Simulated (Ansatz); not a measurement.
# Pd(111) with 4 layers of random Pd-Nb, 2x2: scattering by chemical disorder

How strongly does chemical disorder scatter in Pd(111) with 4 layers of random Pd-Nb, 2x2?

Method: Ansatz plane-wave DFT, PBE, PAW files; ballistic transport by layer matching (Landauer), zero bias; PAW set soft_1, in Ansatz 0.2.0.

## (1) The starting structure

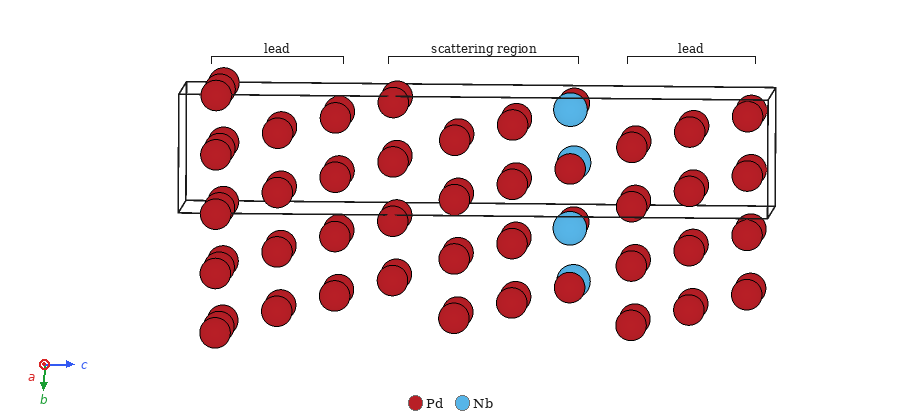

The starting structure, seen from the side, with the c axis across the page (palladium red, niobium blue). 1×2×1 cells are drawn. Some periodic images of atoms are drawn too.

The cell holds 40 atoms: 38 Pd and 2 Nb. Its edges and angles: a = 5.501 Å, b = 5.501 Å, c = 22.514 Å, α = 93.5°, β = 86.5°, γ = 120.0°. It derives from Pd. Regions: lead, 24 atoms (24 Pd); scattering region, 16 atoms (14 Pd and 2 Nb). The structure is stacked along c, and the current runs across the ab planes.

## (2) With 4 alloy layers

In 4 layers a share of 0.125 of the sites is given to Nb at random. The layers about the cell's end stay perfect and serve as the lead. Energies from -0.05 to 0.05 eV in steps of 0.05 eV are too few for the program's thermal sum, so it prints no conductance; for a metal the transmission near the Fermi level serves, at a fraction of the cost.

File input.yaml:

```yaml
crystal:
  lattice:
    - [5.5010079149, 0.0, 0.0]
    - [-2.7505039575, 4.7640126007, 0.0]
    - [1.3752519787, -0.7940021001, 22.4577707709]
  atoms:
    - { symbol: Pd, position: [0.9916666667, 0.0083333333, 0.05] }
    - { symbol: Pd, position: [0.9916666667, 0.5083333333, 0.05] }
    - { symbol: Pd, position: [0.4916666667, 0.0083333333, 0.05] }
    - { symbol: Pd, position: [0.4916666667, 0.5083333333, 0.05] }
    - { symbol: Pd, position: [0.1416666667, 0.3583333333, 0.15] }
    - { symbol: Pd, position: [0.1416666667, 0.8583333333, 0.15] }
    - { symbol: Pd, position: [0.6416666667, 0.3583333333, 0.15] }
    - { symbol: Pd, position: [0.6416666667, 0.8583333333, 0.15] }
    - { symbol: Pd, position: [0.2916666667, 0.2083333333, 0.25] }
    - { symbol: Pd, position: [0.2916666667, 0.7083333333, 0.25] }
    - { symbol: Pd, position: [0.7916666667, 0.2083333333, 0.25] }
    - { symbol: Pd, position: [0.7916666667, 0.7083333333, 0.25] }
    - { symbol: Pd, position: [0.9416666667, 0.0583333333, 0.35] }
    - { symbol: Pd, position: [0.9416666667, 0.5583333333, 0.35] }
    - { symbol: Pd, position: [0.4416666667, 0.0583333333, 0.35] }
    - { symbol: Pd, position: [0.4416666667, 0.5583333333, 0.35] }
    - { symbol: Pd, position: [0.0916666667, 0.4083333333, 0.45] }
    - { symbol: Pd, position: [0.0916666667, 0.9083333333, 0.45] }
    - { symbol: Pd, position: [0.5916666667, 0.4083333333, 0.45] }
    - { symbol: Pd, position: [0.5916666667, 0.9083333333, 0.45] }
    - { symbol: Pd, position: [0.2416666667, 0.2583333333, 0.55] }
    - { symbol: Pd, position: [0.2416666667, 0.7583333333, 0.55] }
    - { symbol: Pd, position: [0.7416666667, 0.2583333333, 0.55] }
    - { symbol: Pd, position: [0.7416666667, 0.7583333333, 0.55] }
    - { symbol: Nb, position: [0.8916666667, 0.1083333333, 0.65] }
    - { symbol: Pd, position: [0.8916666667, 0.6083333333, 0.65] }
    - { symbol: Pd, position: [0.3916666667, 0.1083333333, 0.65] }
    - { symbol: Nb, position: [0.3916666667, 0.6083333333, 0.65] }
    - { symbol: Pd, position: [0.0416666667, 0.4583333333, 0.75] }
    - { symbol: Pd, position: [0.0416666667, 0.9583333333, 0.75] }
    - { symbol: Pd, position: [0.5416666667, 0.4583333333, 0.75] }
    - { symbol: Pd, position: [0.5416666667, 0.9583333333, 0.75] }
    - { symbol: Pd, position: [0.1916666667, 0.3083333333, 0.85] }
    - { symbol: Pd, position: [0.1916666667, 0.8083333333, 0.85] }
    - { symbol: Pd, position: [0.6916666667, 0.3083333333, 0.85] }
    - { symbol: Pd, position: [0.6916666667, 0.8083333333, 0.85] }
    - { symbol: Pd, position: [0.8416666667, 0.1583333333, 0.95] }
    - { symbol: Pd, position: [0.8416666667, 0.6583333333, 0.95] }
    - { symbol: Pd, position: [0.3416666667, 0.1583333333, 0.95] }
    - { symbol: Pd, position: [0.3416666667, 0.6583333333, 0.95] }
kpoints:
  mp_grid: { grid: [5, 5, 1] }
hamiltonian:
  xc: pbe
  pseudopotentials: { kind: paw, azcp: { folder: soft_1 } }
scf:
  occupations: { method: fermi_dirac, width: 0.1 }
output:
  transmission:
    leads: [[0, 4]]
    kmesh: [10, 10]
    e_range: [-0.05, 0.05]
    de: 0.05
  write_potential: true
  write_density: true
  volumetric_format: npy
```

On the command line:

```
ansatz run input.yaml --threads 4 --pin off --max-ram 15360MiB --backend cpu --events-out ev --progress --plain --runs-dir out
```

Numbers of over 12 decimals in the logs are rounded to 6 here.

The program printed:

```text
Engine: ansatz 0.2.0, aarch64-unknown-linux-gnu
Pseudopotentials: kind: paw
Pseudopotential: Pd, paw, valence charge 18, recommended cutoff 420 eV (normal), soft_1/Pd.paw.azcp
Pseudopotential: Nb, paw, valence charge 13, recommended cutoff 420 eV (normal), soft_1/Nb.paw.azcp
Functional definition: PBE
  parameter kappa = 0.804
  parameter beta = 0.066725
  exchange = pbe_x(kappa = kappa, mu = beta*pi^2/3)
  correlation = pbe_c(beta = beta)
Crystal: 40 atoms, lattice volume = 588.548 Å³
Basis set: ecut = 420 eV, 11489 PW (Γ)
Bands: 426, of which v1, the nominal top of the filled ones, is band 355 counted from 1 (354 counted from 0)
Symmetry: 8 space group operations
Space group: P2/m (ITA 10), of the structure as read, at distance tolerance 8.4e-5 Å
k-points: 9 of 25
Non-local potential: Pd, projectors of the file, l = 0: 2, l = 1: 2, l = 2: 2, l = 3: 1
Non-local potential: Nb, projectors of the file, l = 0: 3, l = 1: 2, l = 2: 2, l = 3: 1
PAW form: soft (Blöchl's): semilocal exchange-correlation on the pseudo side does not see the compensation charge
PAW one-centre angular grid: Pd, 590 points (default); XC on 64 Gauss nodes
PAW one-centre angular grid: Nb, 590 points (default); XC on 64 Gauss nodes
Initial density: superposition of atomic densities (chi_scale 0.1, normalization cell, long waves of neutral atoms (reshape's long-wave potential 3.85 eV rms, cloud 3.03 Å wide))
Initial wavefunctions: pseudopotential atomic-orbital guess
Functional: x = pbe(κ = 0.804, μ = 0.219515), c = pbe(β = 0.066725)
SCF iter   1: F=—  HF=-274154.748694 eV  |F-HF|=—  |Δ(HF+E_count)|=         —  Δρ=2.30e-1  dr2=1.95e3  ethr=3.10e-3  ⟨swp⟩=5.0  Hψ=13395  notcnv=0  defer=115
preconditioner: auto → Kerker (q_TF=auto, 2.815 Å⁻¹)  [metal: Δε(μ)=0.014 eV  Ē_g=7.631 eV  σ=0.100 eV  W_gap=0.04  n_scr=240 (ndim 8)  ℏωp=30.2 eV  f_vac=0.000  D(μ)=69.48/eV (n_scr^D=956)]
SCF iter   2: F=—  HF=-274090.842711 eV  |F-HF|=—  |Δ(HF+E_count)|=    6.39e1  Δρ=8.73e-2  dr2=2.91e2  ethr=3.10e-3  ⟨swp⟩=2.8  Hψ=7590  notcnv=0  defer=298
SCF iter   3: F=—  HF=-274079.012906 eV  |F-HF|=—  |Δ(HF+E_count)|=    1.18e1  Δρ=2.30e-2  dr2=1.28e1  ethr=3.10e-3  ⟨swp⟩=2.0  Hψ=6488  notcnv=0  defer=325
SCF iter   4: F=—  HF=-274078.609314 eV  |F-HF|=—  |Δ(HF+E_count)|=   4.04e-1  Δρ=7.14e-3  dr2=9.70e-1  ethr=1.81e-3  ⟨swp⟩=2.0  Hψ=4569  notcnv=0  defer=348
SCF iter   5: F=—  HF=-274078.531767 eV  |F-HF|=—  |Δ(HF+E_count)|=   7.75e-2  Δρ=2.59e-3  dr2=1.90e-1  ethr=1.37e-4  ⟨swp⟩=2.0  Hψ=5531  notcnv=0  defer=353
SCF iter   6: F=—  HF=-274078.517930 eV  |F-HF|=—  |Δ(HF+E_count)|=   1.38e-2  Δρ=7.51e-4  dr2=1.87e-2  ethr=2.68e-5  ⟨swp⟩=2.0  Hψ=5032  notcnv=0  defer=353
SCF iter   7: F=—  HF=-274078.517288 eV  |F-HF|=—  |Δ(HF+E_count)|=   6.42e-4  Δρ=2.81e-4  dr2=2.61e-3  ethr=2.63e-6  ⟨swp⟩=1.0  Hψ=3474  notcnv=0  defer=353
SCF iter   8: F=—  HF=-274078.517214 eV  |F-HF|=—  |Δ(HF+E_count)|=   7.45e-5  Δρ=1.03e-4  dr2=1.50e-4  ethr=3.68e-7  ⟨swp⟩=1.0  Hψ=3474  notcnv=0  defer=353
SCF iter   9: F=—  HF=-274078.517129 eV  |F-HF|=—  |Δ(HF+E_count)|=   8.46e-5  Δρ=3.21e-5  dr2=1.54e-5  ethr=2.12e-8  ⟨swp⟩=2.2  Hψ=5245  notcnv=0  defer=353
SCF iter  10: F=—  HF=-274078.517256 eV  |F-HF|=—  |Δ(HF+E_count)|=   1.27e-4  Δρ=1.10e-5  dr2=3.10e-6  ethr=2.17e-9  ⟨swp⟩=2.0  Hψ=4563  notcnv=0  defer=360
SCF iter  11: F=—  HF=-274078.517256 eV  |F-HF|=—  |Δ(HF+E_count)|=   1.10e-7  Δρ=3.16e-6  dr2=2.17e-7  ethr=4.36e-10  ⟨swp⟩=1.1  Hψ=3539  notcnv=0  defer=360
SCF iter  12: F=-274078.517256 eV  HF=-274078.517256 eV  |F-HF|=7.19e-8  |Δ(HF+E_count)|=   7.10e-9  Δρ=1.23e-6  dr2=7.43e-8  ethr=1.41e-11  ⟨swp⟩=8.8  Hψ=12014  notcnv=0
SCF 1 converged in 12 iterations: F = -274078.517256 eV  dr2 = 7.43e-8
  greatest PAW one-centre occupation: 0.999 electrons in one spin orbital (limit 2), on the Pd atom at site 34 (counted from 0), in its partial waves of l = 0
transmission: 112 of 1085 steps passed
transmission: 220 of 1085 steps passed
[...]
transmission: 1085 of 1085 steps passed
SCF converged after 12 iterations
Free energy (F): -274078.517256 eV
Harris-Foulkes:  -274078.517256 eV  (|F-HF|=7.19e-8)
Internal energy: -274076.580583 eV  (E = F + TS)
E sigma→0 (E₀):  -274077.548919 eV
Entropy (-TS):   -1.936672 eV (-48.417 meV/atom)
Fermi energy:    19.996921 eV
--- Per-component energies (eV) ---
  E_band       = -5255.885661
  E_kinetic    = 17817.180775
  E_local      = -72035.452348  (includes V_loc(G=0)·N_el)
  E_nonlocal   = 14266.366443
  E_hartree    = 29108.259747
  E_xc         = -5610.713274
  E_vxc        = -7079.535752  (∫ρ·V_xc dr)
  E_paw        = -150972.716291  (= ΣΔE_a)
  E_vpaw       = -16440.966923  (= ΣTr[D̂ρ^β])
  E_aug_tail   = 0.009185  (compensation charges beyond the density's cutoff)
  E_ewald      = -106649.514821
  E_smearing   = -1.936672  (= −TS)
  E_closure    = -0.000000  (closes the sum)
  Σ components = -274078.517256   (vs F -274078.517256, Δ=0.00e0)
--- Band table (eV; the first three rows and the last of 9) ---
  k-point 0: bands = [... 351 lower, 20.0787, 20.0873, 20.0934, 20.1232, 20.1426, 20.1461, 20.2155, 20.2182, ... 67 higher]
  k-point 1: bands = [... 351 lower, 19.8985, 19.8991, 19.9336, 20.0145, 20.0491, 20.0744, 20.1358, 20.1900, ... 67 higher]
  k-point 2: bands = [... 351 lower, 19.9203, 19.9347, 19.9447, 19.9922, 19.9980, 20.0373, 20.0594, 20.1098, ... 67 higher]
  k-point 8: bands = [... 351 lower, 19.8582, 19.8873, 19.9241, 19.9280, 19.9566, 19.9719, 19.9903, 19.9997, ... 67 higher]
--- Transmission ---
  basis      : 235 plane waves across, 35 finite elements along
  points     : 31, standing for a mesh of 10 x 10
  energies   : 3 from -0.050000 to 0.050000 eV about the Fermi level, 0.050000 eV apart; the leads are filled to 0.000000 eV, and channels, transmission and decay are at 0.000000 eV
  crystal 0  : Pd4, at the sites [0, 4], period 2.2458 Å, over 20.21 Å; its Hamiltonian steps by up to 9.6 meV
    offset         : up to 0.0000 Å between an atom of the period and one for which it stands
    channels       : 5.230000e0 a spin
    conductance    : none, the energies end too early or step too widely for 300 K: set another output.transmission.e_range or a lower de, or, where they end at an eighth of basis.ecutwfc, a higher one
  junction   : crystal 0 to crystal 0, 3.79 to 24.01 Å
    transmission   : 1.704853e0 a spin
    conductance    : none, the energies end too early or step too widely for 300 K: set another output.transmission.e_range or a lower de, or, where they end at an eighth of basis.ecutwfc, a higher one
```

Wall time 4.1 min (4 threads of Arm Neoverse V2, shared host); peak memory 4.6 GiB.

The column dr2 measures how far the density is from self-consistency, as an energy; F and HF (Harris–Foulkes) agree once it is small.

This step gave:

```yaml
free_energy: -274078.5173 eV
energy_at_zero_smearing: -274077.5489 eV
fermi_energy: 20.00 eV
cell_area: 26.21 Å²
transmission_per_spin_nearest_the_fermi_level: 1.705
open_channels_per_spin_nearest_the_fermi_level: 5.23
step_of_the_lead_s_potential: 9.6 meV
```

Per spin. The transmission, zone mean by energy, zero at the Fermi level:

| energy (eV) | transmission, zone mean |
| --- | --- |
| -0.0500 | 1.86 |
| 0.0000 | 1.70 |
| 0.0500 | 1.58 |

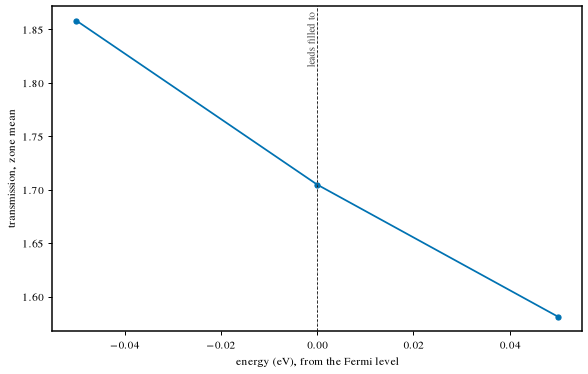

Transmission, zone mean against energy.

Per spin. Table of open channels, zone mean, lead by energy, zero at the Fermi level:

| energy (eV) | open channels, zone mean, lead |
| --- | --- |
| -0.0500 | 6.05 |
| 0.0000 | 5.23 |
| 0.0500 | 4.39 |

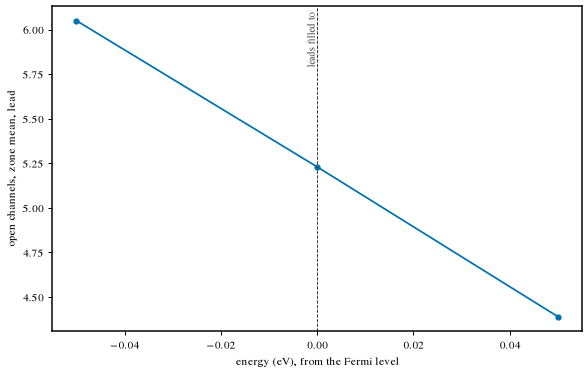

Open channels, zone mean, lead against energy.

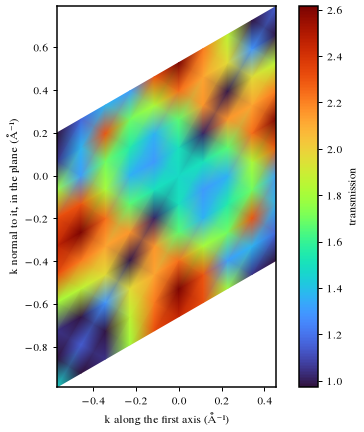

Transmission over k1 and k2. At 0.0000 eV from the Fermi level.

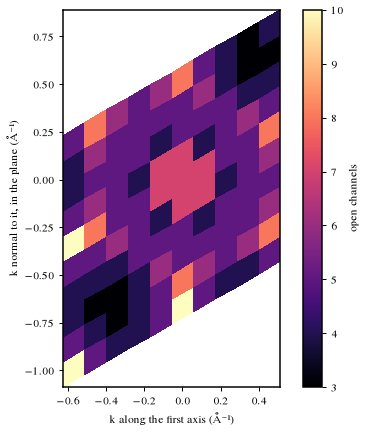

Open channels over k1 and k2. At 0.0000 eV from the Fermi level.

Over the solved energies the transmission per spin lies between 1.58 and 1.86, out of 5.22 channels of the lead on average (up to 6.05).

(Part 1 of 2 ends here.)

[Logs are printed without paths, hosts, clocks, repeated set-up lines and the standing remarks that a program may print on its own settings, such as how far it seeks lower states.]

[Hosts, paths, dates, database ids (printed as entryN), source tags and the programs' standing remarks are cut or masked in the printed files.]
